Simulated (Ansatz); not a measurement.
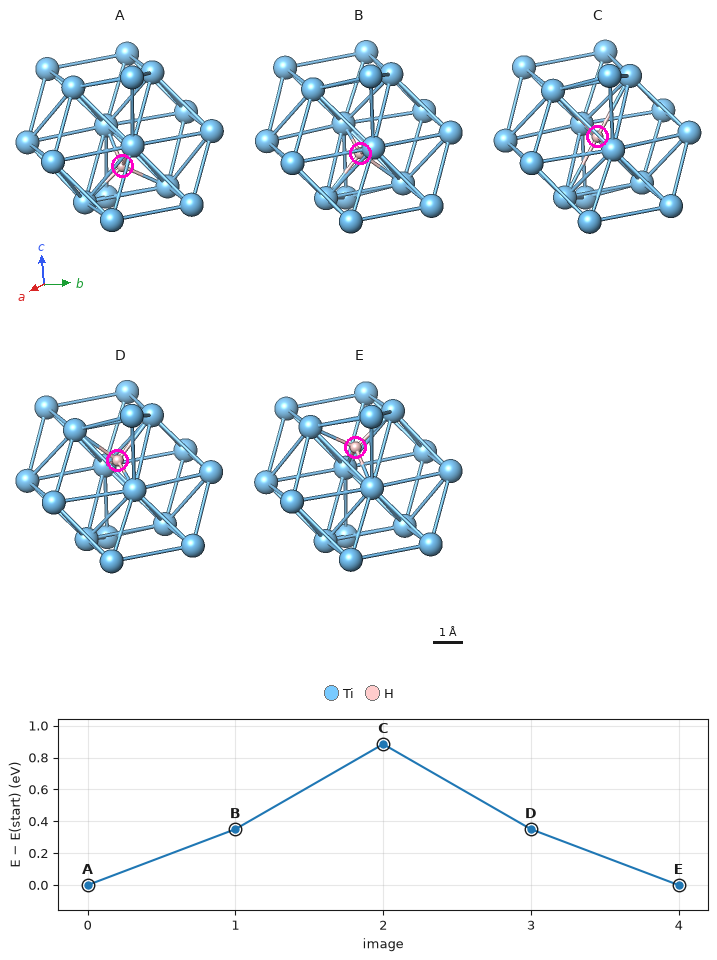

NEB run on a defect cell of composition Ti18H (19 atoms in the cell). Images are numbered from 0 (start) to 4 (end). Frames A to E are images 0, 1, 2, 3, 4. A ball-and-stick model of the atoms within 4.1 Å of the middle of the path, seen slightly off an axis. The moving atom is ringed, with any periodic copies. Bonds to atoms that aren't drawn are left out.

The calculation used Ansatz 0.2.0, DFT PBEsol, scalar-relativistic, plane waves, PAW. Set-up: plane-wave cutoff 420 eV; k-point mesh 4 × 4 × 4; Gaussian smearing 0.1 eV; 3 movable images; climbing image.

### Read off the barrier and say what moves.

The two ends have the same energy, and the highest point, image 2, lies 0.88 eV above the start. The H atom travels furthest, 2.15 Å from end to end, along +c, on a straight line. At the highest image its nearest neighbour (Ti) is 1.72 Å away, against 1.81 Å at the start, and the surrounding atoms stand up to 0.25 Å off the mean of their end positions. The band converged in 5 iterations. The largest component of the band force went from 2.7 to 0.037 eV/Å. The climbing image converged on the top of the path. Its curvatures weren't checked.

Limits of the set-up: the periodic images lie only 6.8 Å apart, so the values are limited by the cell's size.
